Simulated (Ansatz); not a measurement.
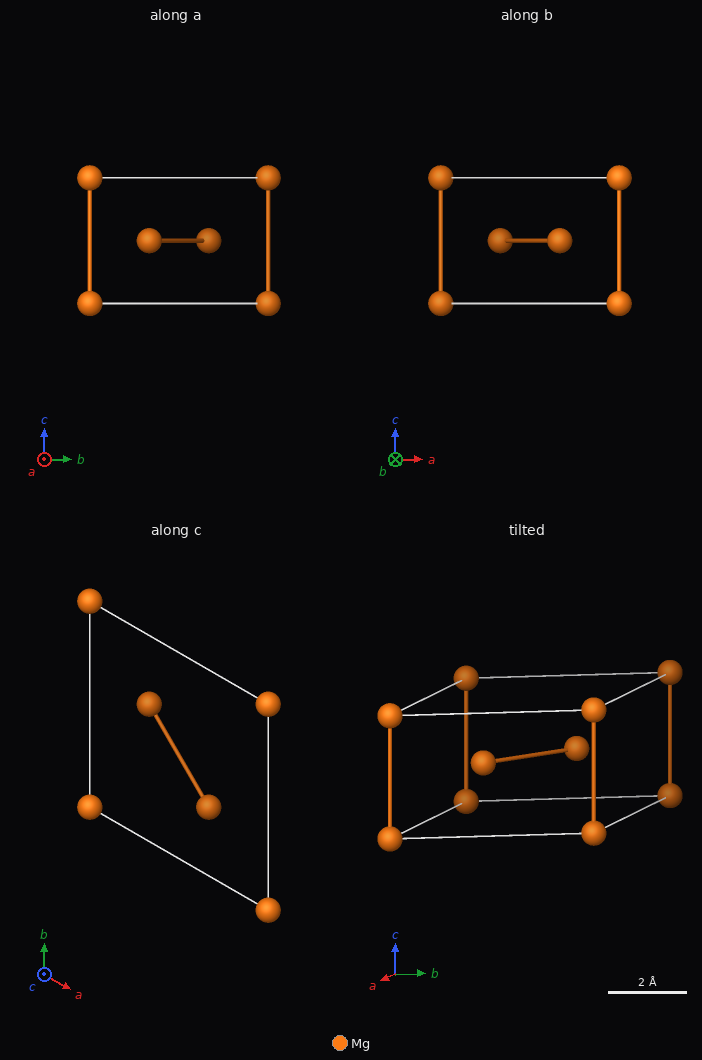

Shown here is a ball-and-stick view of the crystal, taken along the a axis, along the b axis, along the c axis and slightly off an axis. The lines enclose the conventional unit cell; boundary atoms appear with their images.

Lattice parameters: a = 5.3410 Å, b = 5.3410 Å, c = 3.2570 Å, α = 90.000°, β = 90.000°, γ = 120.000°.

Q: From the views, write a CIF with its space group and independent sites.

A:
```cif
data_structure
_symmetry_space_group_name_H-M 'P 6/m m m'
_symmetry_Int_Tables_number 191
_cell_length_a 5.3410
_cell_length_b 5.3410
_cell_length_c 3.2570
_cell_angle_alpha 90.000
_cell_angle_beta 90.000
_cell_angle_gamma 120.000
_cell_volume 80.46
loop_
_atom_site_label
_atom_site_type_symbol
_atom_site_symmetry_multiplicity
_atom_site_Wyckoff_symbol
_atom_site_fract_x
_atom_site_fract_y
_atom_site_fract_z
_atom_site_occupancy
Mg1 Mg 1 a 0.0000 0.0000 0.0000 1
Mg2 Mg 2 d 0.3333 0.6667 0.5000 1
```

Source of the structure: a structure type filled with this element by a generator (whether the element takes this form wasn't checked). Earlier steps of the study may have refined or changed the cell and positions. Ansatz was used for an electronic-structure calculation on it.
